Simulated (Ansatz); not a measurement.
Run report: Se, band-structure calculation

The run: band-structure calculation of Se (2 atoms in the cell). Method and program: DFT, PBE, PAW with Ansatz's default frozen-core files, scalar-relativistic, no spin polarisation (Ansatz 0.2.0).

It belongs to a series of runs on one base structure; here: volume scaled by 1, PAW files. Figures and captions count atoms from 1; the log counts them from 0 in places.

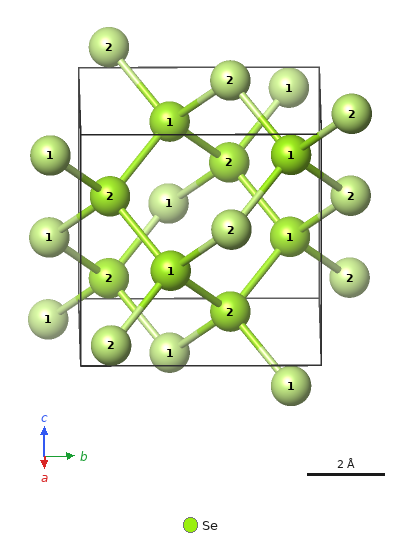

Fig. 1: The structure as given in the input (ball-and-stick view of the cell 4 times as large as that of the calculation, set on its symmetry axes, seen at an oblique angle; neighbours outside the cell are drawn fainter; atoms are numbered from 1 in the order of the input).

Input
```yaml
crystal:
  lattice:
    - [0.0, 3.1656978221, 3.1656978221]
    - [3.1656978221, 0.0, 3.1656978221]
    - [3.1656978221, 3.1656978221, 0.0]
  atoms:
    - { symbol: Se, position: [-0.125, -0.125, -0.125] }
    - { symbol: Se, position: [0.125, 0.125, 0.125] }
kpoints:
  mp_grid: { grid: [11, 11, 11] }
  band_path:
    path:
      - [0.0, 0.0, 0.0]
      - [0.5, 0.0, 0.5]
      - [0.625, 0.25, 0.625]
      - [0.375, 0.375, 0.75]
      - [0.0, 0.0, 0.0]
      - [0.5, 0.5, 0.5]
      - [0.5, 0.25, 0.75]
      - [0.5, 0.0, 0.5]
    npoints: 8
scf:
  occupations: { method: fermi_dirac, width: 0.1 }
hamiltonian:
  xc: pbe
  pseudopotentials: { kind: paw }
output:
  forces: true
  stress: true
  eigenvalues: true
  populations: true
  dos: { projected: true, de: 0.2, e_range: [-14, 8] }
  write_density: true
  write_potential: true
  elf: true
  volumetric_format: npy
```

Run on 1 thread of Arm Neoverse V2, 24 GiB of memory available, shared host.

Run as:
```bash
ansatz run input.yaml --threads 1 --pin off --max-ram 2048MiB --backend cpu --events-out ev --progress --plain --runs-dir out
```

Log
```
Engine: ansatz 0.2.0, aarch64-unknown-linux-gnu
Pseudopotentials: kind: paw
Pseudopotential: Se, paw, valence charge 16, recommended cutoff 420 eV (normal), Se.paw.azcp
Functional definition: PBE
  parameter kappa = 0.804
  parameter beta = 0.06672455060314922
  exchange = pbe_x(kappa = kappa, mu = beta*pi^2/3)
  correlation = pbe_c(beta = beta)
Crystal: 2 atoms, lattice volume = 63.451 Å³
Basis set: ecut = 420 eV, 1243 PW (Γ), exchange–correlation on 60×60×60 points (8 copies of the dense FFT grid, shifted against one another)
Bands: 20, of which v1, the nominal top of the filled ones, is band 16 counted from 1 (15 counted from 0)
Symmetry: 48 space group operations
Space group: Fd-3m (ITA 227), of the structure as read, at distance tolerance 4.0e-5 Å
k-points: 56 of 1331
Non-local potential: Se, projectors of the file, l = 0: 2, l = 1: 2, l = 2: 3, l = 3: 1
PAW form: soft (Blöchl's): semilocal exchange-correlation on the pseudo side does not see the compensation charge
PAW one-centre angular grid: Se, 590 points (default); XC on 64 Gauss nodes
Initial density: superposition of atomic densities (neutral atoms: chi_scale 0, normalization atom), corrected by the library's trained network
Initial wavefunctions: pseudopotential atomic-orbital guess
Functional: x = pbe(κ = 0.804, μ = 0.2195149727645171), c = pbe(β = 0.06672455060314922)
SCF iter   1: F=—  HF=-10937.169729 eV  |F-HF|=—  |Δ(HF+E_count)|=         —  Δρ=1.18e-3  dr2=7.39e-4  ethr=1.77e-3  ⟨swp⟩=5.4  Hψ=5035  notcnv=0
preconditioner: auto → LDOS  [metal: Δε(μ)=0.016 eV  Ē_g=10.110 eV  σ=0.100 eV  W_gap=0.04  n_scr=14 (ndim 8)  ℏωp=16.1 eV  f_vac=0.205  D(μ)=1.71/eV (n_scr^D=14)  β→1.0]
SCF iter   2: F=—  HF=-10937.169759 eV  |F-HF|=—  |Δ(HF+E_count)|=   3.04e-5  Δρ=2.69e-4  dr2=2.98e-5  ethr=2.31e-6  ⟨swp⟩=2.2  Hψ=2397  notcnv=0
SCF iter   3: F=—  HF=-10937.169753 eV  |F-HF|=—  |Δ(HF+E_count)|=   5.84e-6  Δρ=7.43e-5  dr2=1.67e-6  ethr=9.32e-8  ⟨swp⟩=2.0  Hψ=2039  notcnv=0
SCF iter   4: F=—  HF=-10937.169748 eV  |F-HF|=—  |Δ(HF+E_count)|=   5.70e-6  Δρ=2.49e-5  dr2=2.68e-7  ethr=5.22e-9  ⟨swp⟩=2.0  Hψ=2063  notcnv=0
iter 5 did not close the SCF: its close was put off for the readings that it lacked (scf_convergence_deferred on its scf_iter line)
SCF iter   5: F=-10937.169748 eV  HF=-10937.169748 eV  |F-HF|=1.13e-8  |Δ(HF+E_count)|=   5.33e-7  Δρ=4.75e-6  dr2=1.43e-8  ethr=8.38e-10  ⟨swp⟩=2.0  Hψ=1475  notcnv=0
SCF iter   6: F=-10937.169748 eV  HF=-10937.169748 eV  |F-HF|=5.46e-11  |Δ(HF+E_count)|=   1.44e-8  Δρ=3.87e-7  dr2=1.01e-10  ethr=4.48e-11  ⟨swp⟩=4.9  Hψ=6205  notcnv=0
SCF 1 converged in 6 iterations: F = -10937.169748 eV  dr2 = 1.01e-10
  greatest PAW one-centre occupation: 1.000 electrons in one spin orbital (limit 2), on the Se atom at site 1 (counted from 0), in its partial waves of l = 2
```

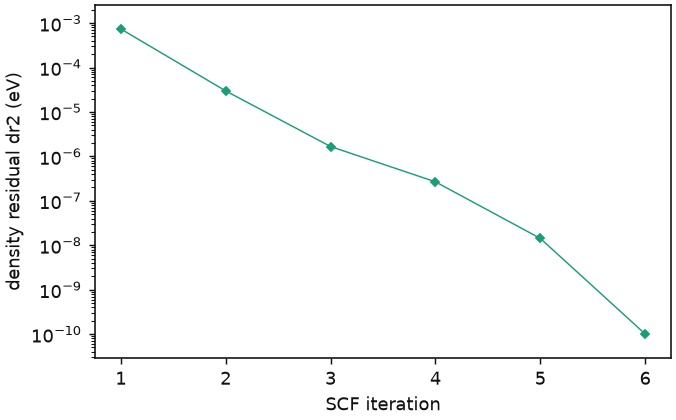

Fig. 2: Convergence of the self-consistent field: density residual dr2 against the SCF iteration. The residual falls at every step.

```
NSCF: frozen V_eff on 57 k-points
SCF converged after 6 iterations
Free energy (F): -10937.169748 eV
Harris-Foulkes:  -10937.169748 eV  (|F-HF|=5.46e-11)
Internal energy: -10937.114001 eV  (E = F + TS)
E sigma→0 (E₀):  -10937.141875 eV
Entropy (-TS):   -0.055747 eV (-27.873 meV/atom)
Fermi energy:    5.633018 eV
--- Per-component energies (eV) ---
  E_band       = -867.119142
  E_kinetic    = 231.659329
  E_local      = -5476.073825  (includes V_loc(G=0)·N_el)
  E_nonlocal   = -1188.513859
  E_hartree    = 2661.879459
  E_xc         = -205.735638
  E_vxc        = -192.604254  (∫ρ·V_xc dr)
  E_paw        = -3823.989236  (= ΣΔE_a)
  E_vpaw       = 434.655362  (= ΣTr[D̂ρ^β])
  E_aug_tail   = -0.001179  (compensation charges beyond the density's cutoff)
  E_ewald      = -3136.339053
  E_smearing   = -0.055747  (= −TS)
  E_closure    = 0.000000  (closes the sum)
  Σ components = -10937.169748   (vs F -10937.169748, Δ=0.00e0)
--- Forces (eV/Å), atoms counted from 1 ---
  atom   1  Se    -0.00000000    -0.00000000     0.00000000
  atom   2  Se     0.00000000    -0.00000000    -0.00000000
  max |Σ_I F_I| component: 2.31e-17 eV/Å
--- Stress (GPa, compression-positive) ---
        0.030565      -0.000000       0.000000
       -0.000000       0.030565      -0.000000
       -0.000000      -0.000000       0.030565
  P = ⅓ Tr σ = 0.0306 GPa (0.306 kbar)
--- Band table (eV; the first three rows and the last of 56) ---
  k-point 0: bands = ["-42.8861", "-42.8861", "-42.8861", "-42.8814", "-42.8814", "-42.8697", "-42.8697", "-42.8666", "-42.8666", "-42.8666", "-9.6023", "-4.6242", "2.2511", "2.2511", "2.2511", "4.8905", "4.8905", "4.8905", "10.0507", "13.3349"]
  k-point 1: bands = ["-42.8863", "-42.8863", "-42.8859", "-42.8811", "-42.8811", "-42.8699", "-42.8699", "-42.8668", "-42.8664", "-42.8664", "-9.5489", "-4.7557", "2.1761", "2.1761", "2.2148", "4.9911", "5.0020", "5.0020", "10.3185", "13.0927"]
  k-point 2: bands = ["-42.8867", "-42.8867", "-42.8855", "-42.8805", "-42.8805", "-42.8706", "-42.8706", "-42.8672", "-42.8659", "-42.8659", "-9.3938", "-5.1090", "1.9997", "1.9997", "2.0860", "5.2713", "5.2713", "5.3439", "10.9712", "12.7865"]
  k-point 55: bands = ["-42.8891", "-42.8888", "-42.8789", "-42.8769", "-42.8761", "-42.8751", "-42.8748", "-42.8731", "-42.8637", "-42.8634", "-7.8195", "-7.4070", "0.4734", "0.7406", "4.1158", "4.7796", "7.0844", "7.1040", "11.3707", "11.9256"]
--- Löwdin populations: 2 sites ---
  site symbol       q [e]
     0     Se     15.9637
     1     Se     15.9637
  spilling = 0.002271 (of n_electrons = 32.000000)
```

File dos.tsv
```
# E-E_F[eV]	g_bin_mean(E)[states/eV]	N(E)
# format = ansatz-dos/2
# fermi_ev = 5.633018
# fermi_mp_grid = 11 11 11
# fermi_mp_shift = 0 0 0
# tetrahedron_fermi_ev = 5.606697
# g_bin_mean(E): the states in a bin one row spacing wide, centred on E, divided by that spacing. States that the method places at a single energy (under output.dos.method: tetrahedron, those of a tetrahedron whose four corners have one energy) are counted whole in the row whose bin holds that energy (on the edge of two bins, in the lower row). The sum of g_bin_mean over a run of rows, times the row spacing, is the number of states from half a spacing under the first of them to half a spacing over the last (a plain sum, not the trapezoid rule).
-14.000000	1.637340e0	2.129310e1
-13.800000	1.331482e0	2.158990e1
-13.600000	1.013641e0	2.182491e1
-13.400000	4.068177e-1	2.199020e1
-13.200000	4.714314e-2	2.200004e1
-13.000000	7.366675e-1	2.207250e1
-12.800000	9.899652e-1	2.225025e1
-12.600000	1.164404e0	2.246779e1
-12.400000	1.309001e0	2.271542e1
-12.200000	1.411444e0	2.298968e1
-12.000000	1.190802e0	2.326672e1
-11.800000	8.106004e-1	2.345614e1
-11.600000	6.385729e-1	2.359960e1
-11.400000	5.029895e-1	2.371294e1
-11.200000	4.024879e-1	2.380287e1
-11.000000	3.141075e-1	2.387431e1
-10.800000	2.361635e-1	2.392908e1
-10.600000	1.649996e-1	2.396942e1
-10.400000	7.990407e-2	2.399434e1
-10.200000	7.817897e-4	2.400000e1
-10.000000	0.000000e0	2.400000e1
-9.800000	0.000000e0	2.400000e1
-9.600000	0.000000e0	2.400000e1
-9.400000	0.000000e0	2.400000e1
-9.200000	0.000000e0	2.400000e1
-9.000000	0.000000e0	2.400000e1
-8.800000	0.000000e0	2.400000e1
-8.600000	0.000000e0	2.400000e1
-8.400000	0.000000e0	2.400000e1
-8.200000	0.000000e0	2.400000e1
-8.000000	0.000000e0	2.400000e1
-7.800000	0.000000e0	2.400000e1
-7.600000	0.000000e0	2.400000e1
-7.400000	0.000000e0	2.400000e1
-7.200000	0.000000e0	2.400000e1
-7.000000	0.000000e0	2.400000e1
-6.800000	0.000000e0	2.400000e1
-6.600000	0.000000e0	2.400000e1
-6.400000	0.000000e0	2.400000e1
-6.200000	0.000000e0	2.400000e1
-6.000000	0.000000e0	2.400000e1
-5.800000	0.000000e0	2.400000e1
-5.600000	0.000000e0	2.400000e1
-5.400000	0.000000e0	2.400000e1
-5.200000	2.309321e0	2.409871e1
-5.000000	2.591070e0	2.474293e1
-4.800000	3.209559e0	2.529316e1
-4.600000	3.166588e0	2.595046e1
-4.400000	2.867974e0	2.654933e1
-4.200000	2.680983e0	2.710081e1
-4.000000	1.749906e0	2.757257e1
-3.800000	9.808600e-1	2.782347e1
-3.600000	6.444445e-1	2.798259e1
-3.400000	6.667864e-1	2.809639e1
-3.200000	9.696444e-1	2.826804e1
-3.000000	9.885331e-1	2.846472e1
-2.800000	1.104194e0	2.867442e1
-2.600000	1.139649e0	2.889879e1
-2.400000	1.202312e0	2.913065e1
-2.200000	1.292899e0	2.938238e1
-2.000000	1.433567e0	2.965044e1
-1.800000	8.130298e-1	2.989399e1
-1.600000	6.691413e-1	3.002998e1
-1.400000	5.088555e-1	3.014237e1
-1.200000	7.372645e-1	3.026397e1
-1.000000	9.949456e-1	3.043808e1
-0.800000	1.309117e0	3.066854e1
-0.600000	1.599882e0	3.096173e1
-0.400000	1.739521e0	3.129726e1
-0.200000	1.910387e0	3.166180e1
0.000000	1.755718e0	3.204839e1
0.200000	1.349933e0	3.235242e1
0.400000	1.360370e0	3.260721e1
0.600000	1.496601e0	3.289579e1
0.800000	1.665374e0	3.321027e1
1.000000	1.914562e0	3.356379e1
1.200000	2.472316e0	3.399332e1
1.400000	4.664381e0	3.461928e1
1.600000	2.619658e0	3.554493e1
1.800000	1.045501e0	3.583780e1
2.000000	3.751530e-1	3.597881e1
2.200000	0.000000e0	3.600000e1
2.400000	0.000000e0	3.600000e1
2.600000	0.000000e0	3.600000e1
2.800000	0.000000e0	3.600000e1
3.000000	0.000000e0	3.600000e1
3.200000	0.000000e0	3.600000e1
3.400000	0.000000e0	3.600000e1
3.600000	0.000000e0	3.600000e1
3.800000	0.000000e0	3.600000e1
4.000000	0.000000e0	3.600000e1
4.200000	0.000000e0	3.600000e1
4.400000	6.511050e-4	3.600000e1
4.600000	2.534599e-2	3.600141e1
4.800000	5.316234e-2	3.601008e1
5.000000	7.494767e-2	3.602272e1
5.200000	1.002973e-1	3.604021e1
5.400000	4.837223e-1	3.607508e1
5.600000	1.942414e0	3.629321e1
5.800000	2.879998e0	3.684580e1
6.000000	1.887296e0	3.733050e1
6.200000	1.795613e0	3.764481e1
6.400000	2.606323e0	3.808722e1
6.600000	3.582866e0	3.874133e1
6.800000	2.579270e0	3.936673e1
7.000000	1.549113e0	3.979059e1
7.200000	3.956176e-1	3.997041e1
7.400000	3.732770e-2	3.999627e1
7.600000	6.035100e-3	3.999984e1
7.800000	4.566196e-9	4.000000e1
8.000000	0.000000e0	4.000000e1
```

File populations.tsv
```
# site	symbol	l	j	q
# orbitals = lowdin
# n_electrons = 32.000000
# spilling = 0.002271
0	Se	0_4S	-	1.977060
0	Se	1_4P	-	3.986716
0	Se	2_3D	-	9.999889
1	Se	0_4S	-	1.977060
1	Se	1_4P	-	3.986716
1	Se	2_3D	-	9.999889
```

File v_z.tsv
```
# z_ang	v_es[eV]	v_tot[eV]
# format = ansatz-planar-average/11
# xc	pbe
# density_cutoff_ev	1680
# datasets	Se=:simpson_from_first_knot:soft
# lattice	0.000000000	3.165697822	3.165697822
# lattice	3.165697822	0.000000000	3.165697822
# lattice	3.165697822	3.165697822	0.000000000
# sites	2
# site	34	-0.791424456	-0.791424456	-0.791424456
# site	34	0.791424456	0.791424456	0.791424456
0.000000	8.129535e-1	-1.000463e1
0.149232	9.869511e-1	-9.808609e0
0.298465	1.511316e0	-9.201001e0
0.447697	2.304851e0	-8.215812e0
0.596930	3.128189e0	-7.074172e0
0.746162	3.763070e0	-6.011533e0
0.895395	4.240073e0	-5.015909e0
1.044627	4.689044e0	-3.990107e0
1.193859	5.201882e0	-2.879055e0
1.343092	5.882377e0	-1.618839e0
1.492324	6.770248e0	-1.749518e-1
1.641557	7.728173e0	1.316521e0
1.790789	8.493392e0	2.556683e0
1.940022	8.953381e0	3.391791e0
2.089254	9.193494e0	3.842096e0
2.238486	9.271396e0	3.972871e0
2.387719	9.193494e0	3.842096e0
2.536951	8.953381e0	3.391791e0
2.686184	8.493392e0	2.556683e0
2.835416	7.728173e0	1.316521e0
2.984649	6.770248e0	-1.749518e-1
3.133881	5.882377e0	-1.618839e0
3.283113	5.201882e0	-2.879055e0
3.432346	4.689044e0	-3.990107e0
3.581578	4.240073e0	-5.015909e0
3.730811	3.763070e0	-6.011533e0
3.880043	3.128189e0	-7.074172e0
4.029276	2.304851e0	-8.215812e0
4.178508	1.511316e0	-9.201001e0
4.327740	9.869511e-1	-9.808609e0
```

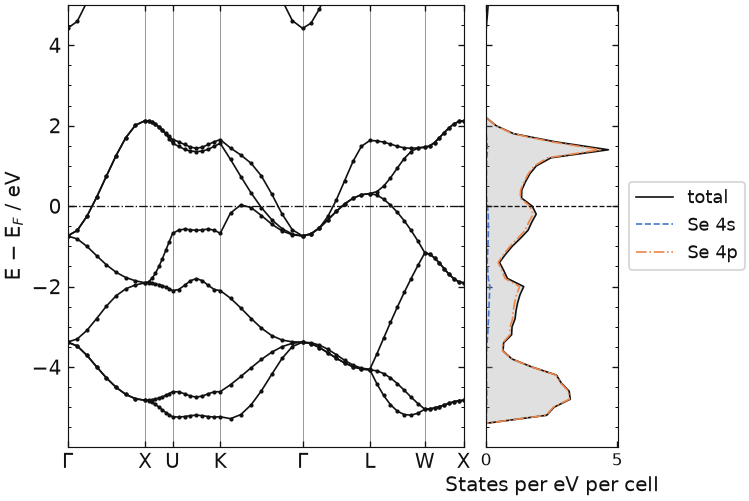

Fig. 3: Band structure along Γ–X–U–K–Γ–L–W–X and density of states (projected on Löwdin-orthogonalised atomic shells), with energies from the Fermi level. Bands cross the Fermi level: a metal at this level of theory.

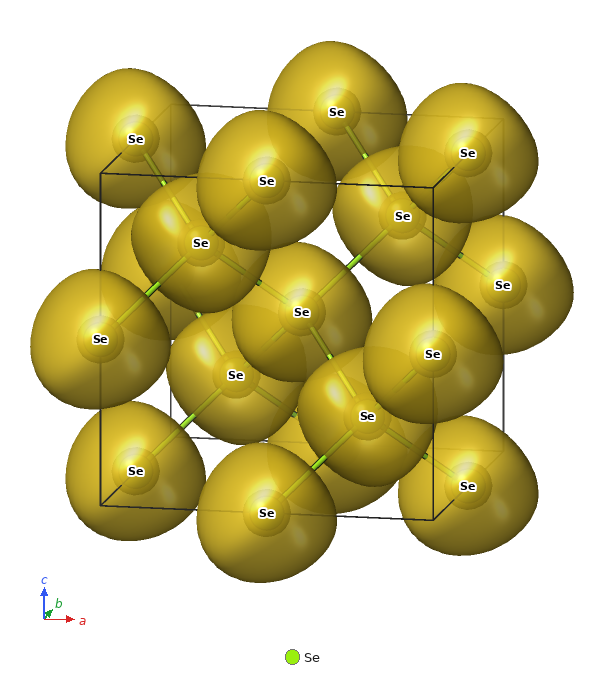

Fig. 4: Isosurface of the electron localisation function at 0.55 (yellow), seen slightly off an axis. Core shells and regions of very low density are left out. Sticks mark near contacts. The outline is the cell set on symmetry axes. Values along the shortest contacts: Se–Se (2.74 Å): the ELF peaks at about 0.80 between the atoms. The fields are those of the smooth PAW valence density.

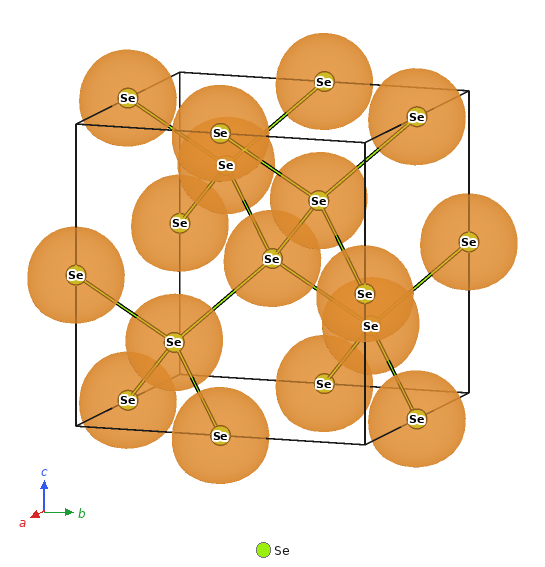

Fig. 5: Isosurface of the valence pseudo-density at 0.5 e/Å³ (orange), seen slightly off an axis. Sticks mark near contacts. The outline is the cell set on symmetry axes. At this value the density breaks into separate islands; it holds about 80 % of the electrons treated as valence. It is pinched off along the Se–Se (2.74 Å) contacts. On the grid the lowest density along these lines, outside the cores, is 0.33 e/Å³ (Se–Se, 2.74 Å).

Results in brief

| quantity | value |
| --- | --- |
| outcome | converged |
| space group (tolerance 0.01 Å) | Fd-3m (227) |
| electrons treated | 32 |
| free energy | −10937.1697 eV |
| Fermi energy | 5.633 eV |
| pressure | 0.03 GPa |
| electronic character | metal |
| largest force (length of the vector) | under 0.001 eV/Å |
| wall time | 4.7 s |
| peak memory | 0.34 GiB |
